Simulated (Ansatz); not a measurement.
# Does disorder add resistance in series? W(100) layers with 50 % Cu

Two lengths of the disordered region are known. What area resistance does the third give?

Set-up. Ansatz 0.2.0, plane waves with PAW datasets at their recommended cutoffs (420 eV for most), Fermi-Dirac smearing; ballistic transmission by layer matching. The area resistance is RA = A (h/2e²)(1/T − 1/N), with T the zone-mean transmission per spin and N the lead's channels, both averaged over a few energies near the Fermi level; for magnets each spin is taken apart, with h/e², and the two conduct in parallel. Lateral cell 2x2, PBE, a fresh random draw for each length.

Results; the value marked ? is to be predicted:

| length (Å) | channels N | RA (fΩ m²) |
| --- | --- | --- |
| 6.33 | 5.323 | 2.41 |
| 12.7 | 5.354 | 3.22 |
| 19.0 | 5.323 | ? |

Worked fit:

Ohm's law makes RA linear in the length: the slope is (3.22 − 2.41)/(12.7 − 6.33) = 0.128 fΩ m² per Å, or 128 µΩ cm. Then 3.22 + 0.128 × 6.33. Predicted: 4.03 fΩ m².

Check against the run:

5.63 fΩ m², so the prediction is 28 % too low. The three lengths together give 254 µΩ cm. Single draws scatter; these runs don't part the causes of the miss, and leave the question open.

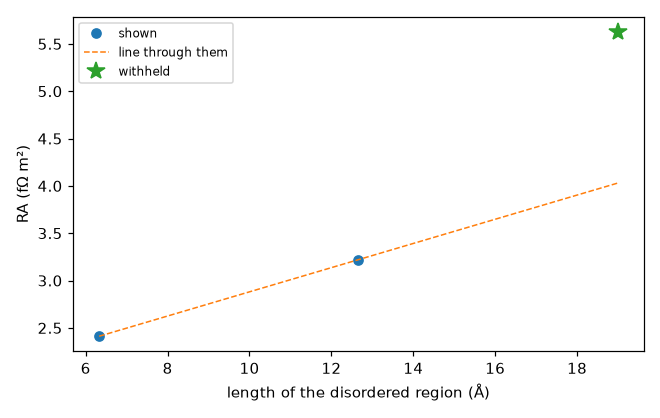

Area resistance against length.

Caveats: The scatterers repeat sideways with the small cell. The slope is a raw one; a model of isotropic scattering puts it 1.00 times the bulk value over these lengths. Atoms sit unrelaxed on the host's lattice, and the pair may not mix at random in practice. Spin-orbit coupling is left out, which matters for W.
